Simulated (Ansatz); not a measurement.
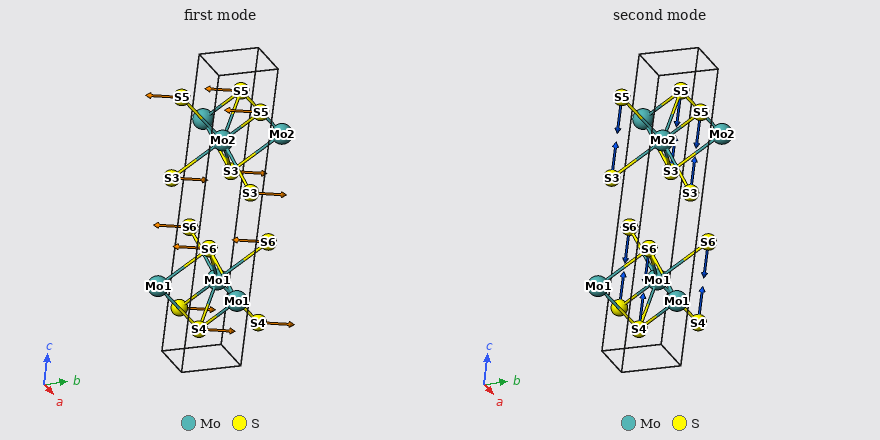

The system is MoS₂ (P6_3/mmc, No. 194; 6 atoms in the cell); the picture shows the reference structure; its two panels give the patterns of the first and the second mode as arrows. The energy is mapped over two normal modes frozen in (zone-centre modes of the 6-atom cell of this scan). The first coordinate is: amplitude of mode 10 (299 cm⁻¹), largest displacement; the second: amplitude of mode 16 (430 cm⁻¹), largest displacement. Nothing is relaxed (the cell and all other modes fixed). The grid has 7 × 7 points; 28 points were computed and 21 follow by symmetry. Points are written as (first, second). All energies are given in meV per cell relative to the lowest grid point. Theory: DFT LDA+D3(BJ), scalar-relativistic, plane waves, PAW in Ansatz. Settings: cutoff 420 eV, k-mesh 12×12×4 in the order of the run's cell vectors, gaussian smearing 0.05 eV, no spin polarisation.

Its coordinates:

```yaml
crystal:
  lattice:
    - [3.08475, 0.00000, 0.00000]
    - [-1.54238, 2.67147, 0.00000]
    - [0.00000, 0.00000, 11.48139]
  atoms:
    - { symbol: Mo, position: [0.33333, 0.66667, 0.25000] }
    - { symbol: Mo, position: [0.66667, 0.33333, 0.75000] }
    - { symbol: S, position: [0.33333, 0.66667, 0.61424] }
    - { symbol: S, position: [0.66667, 0.33333, 0.11424] }
    - { symbol: S, position: [0.33333, 0.66667, 0.88576] }
    - { symbol: S, position: [0.66667, 0.33333, 0.38576] }
```

The input of one point:

```yaml
crystal:
  lattice:
    - [3.0847526027, 0.0, 0.0]
    - [-1.5423763013, 2.6714741183, 0.0]
    - [0.0, 0.0, 11.4813913446]
  atoms:
    - { symbol: Mo, position: [0.3333333333, 0.6666666667, 0.25] }
    - { symbol: Mo, position: [0.6666666667, 0.3333333333, 0.75] }
    - { symbol: S, position: [0.3333333333, 0.6666666667, 0.6142432848] }
    - { symbol: S, position: [0.6666666667, 0.3333333333, 0.1142432848] }
    - { symbol: S, position: [0.3333333333, 0.6666666667, 0.8857567152] }
    - { symbol: S, position: [0.6666666667, 0.3333333333, 0.3857567152] }
basis:
  ecutwfc: 420
kpoints:
  mp_grid: { grid: [12, 12, 4] }
hamiltonian:
  xc: lda
  pseudopotentials: { kind: paw, azcp: { folder: soft_1 } }
  dispersion: d3bj
scf:
  occupations: { method: gaussian, width: 0.05 }
output:
  forces: true
  stress: true
  eigenvalues: true
  write_density: true
  write_potential: true
  elf: true
  volumetric_format: npy
```

Range: amplitude of mode 10 (299 cm⁻¹), largest displacement from −0.103 to 0.103 Å; amplitude of mode 16 (430 cm⁻¹), largest displacement from −0.06 to 0.06 Å.

### What landscape does the calculation give?

The lowest grid point is at (0.000 Å, 0.00 Å). It is the only kind of minimum in the scanned range. The highest grid point, (−0.103 Å, 0.06 Å), lies 421 meV above the lowest.

| second ↓, first → | −0.103 | −0.069 | −0.034 | 0.000 | 0.034 | 0.069 | 0.103 |
| --- | --- | --- | --- | --- | --- | --- | --- |
| 0.06 | 421 | 278 | 193 | 164 | 193 | 278 | 421 |
| 0.04 | 317 | 181 | 99 | 72 | 99 | 181 | 317 |
| 0.02 | 252 | 122 | 44 | 18 | 44 | 122 | 252 |
| 0.00 | 223 | 99 | 25 | 0 | 25 | 99 | 223 |
| −0.02 | 230 | 112 | 41 | 17 | 41 | 112 | 230 |
| −0.04 | 271 | 158 | 90 | 67 | 90 | 158 | 271 |
| −0.06 | 343 | 236 | 171 | 150 | 171 | 236 | 343 |

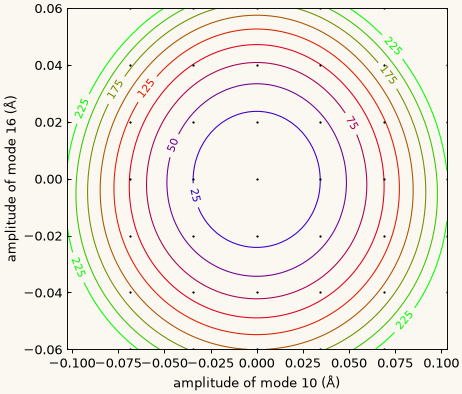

Drawn: contour lines labelled in meV (none above 225), dots at the grid points. Between grid points the surface is interpolated.

Each point was launched as `ansatz run input.yaml --threads 2 --pin off --max-ram 4096MiB --backend cpu --events-out ev --progress --plain --runs-dir out`. Time for the 28 points that were run: 12 min on 2 threads of Arm Neoverse N1 (shared host).
